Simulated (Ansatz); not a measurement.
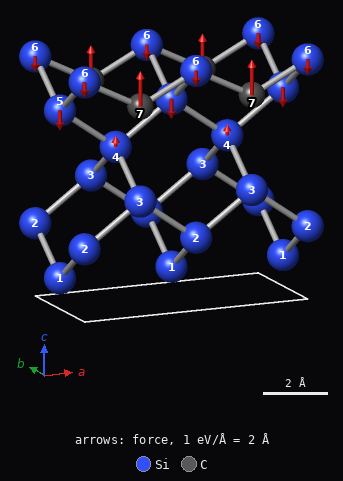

Starting geometry of a slab of composition Si₆C (cut from the Fd-3m phase) with the computed forces as red arrows. The picture is a ball-and-stick view of the 2 × 1 repeat of the cell, outlined in the plane, without the vacuum, seen slightly off an axis.

Case: C put at a bridge Si-Si site. The slab is the (1 0 0) face of Si with C on it. 3 atoms are held fixed.

All numbers below come from DFT PBEsol, scalar-relativistic, plane waves, PAW in Ansatz. Settings: plane-wave cutoff 420 eV; k-point mesh 8 × 8 × 1; occupations gaussian; smearing width 0.05 eV; collinear spin; dipole correction; atoms relaxed in a fixed cell; force threshold 0.03 eV/Å; at most 70 steps.

What follows when this structure is relaxed?

Answer. It isn't relaxed: the largest force vector, on C7, is 0.57 eV/Å. The final displacements follow the starting forces only in part (cosine between the two patterns 0.77). After 10 geometry steps the energy has fallen by 0.784 eV per cell of the calculation. The largest force component goes from 0.57 to 0.0035 eV/Å. C7 moves most: 1.16 Å along the normal (+c). By element the largest moves are C 1.16 Å, Si 0.05 Å. The lattice vectors keep their values. Some distances before and after: Si4–C7 2.587 → 3.476 Å, Si6–C7 2.147 → 1.927 Å, Si5–Si6 2.337 → 2.372 Å, Si3–Si4 2.348 → 2.343 Å. Bond angles that change, for instance: C7–Si6–C7 126.9° → 171.1°, Si6–C7–Si6 126.9° → 171.1°, Si5–Si6–C7 75.2° → 92.6°. The program noted that the starting moments weren't kept. The run may lie on a higher electronic state than the lowest, so the end point isn't shown to be the ground-state structure.

Limits of the set-up: the periodic images lie only 3.8 Å apart, so the values are limited by the cell's size.
